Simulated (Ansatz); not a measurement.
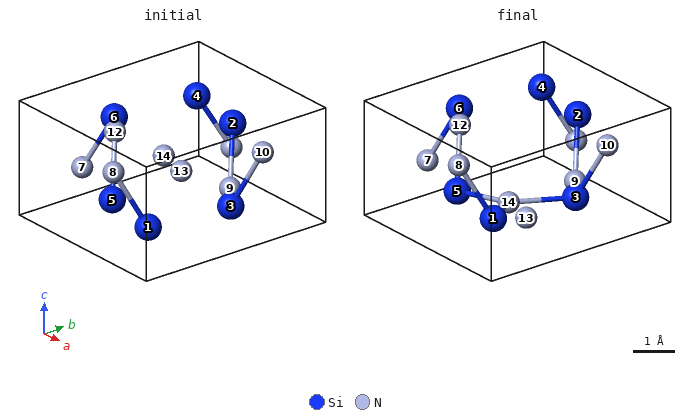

The structure of a crystal of Si3N4 (set up in P6_3) before (left) and after (right) a relaxation, at one scale.

Style: ball-and-stick. Shown: the cell of the calculation, from a free direction.

These are results of Ansatz 0.2.0, DFT, r2SCAN, plane-wave PAW, default files, scalar-relativistic, not measurements. (plane-wave cutoff 500 eV; k-point mesh 4 × 4 × 10; occupations fermi dirac; smearing width 0.01 eV; no spin polarisation; atoms relaxed in a fixed cell; force threshold 0.02 eV/Å; at most 60 steps)

Summarise the run.

Answer. The largest moves, 1.19 Å, are those of N atoms. Largest moves by element: N 1.19 Å, Si 0.22 Å. The cell stays as it was. Some distances before and after: N–Si 2.287 → 3.377 Å, N–Si 2.229 → 1.727 Å, N–Si 1.772 → 1.734 Å, N–Si 1.699 → 1.734 Å. New bonds form: N–Si (2.23 → 1.73 Å). Bond angles that change, for instance: Si–N–Si 125.4° → 123.1°, Si–N–Si 120.9° → 123.1°. The space group (tolerance 0.01 Å) goes from P6_3 (No. 173) to P6_3/m (No. 176). Over 9 accepted moves (10 points after the start) the energy falls by 797 meV per atom. Largest force component: 2.3 eV/Å at the start, 0.0039 eV/Å at the end. 1 step only repeated the SCF at the same geometry.
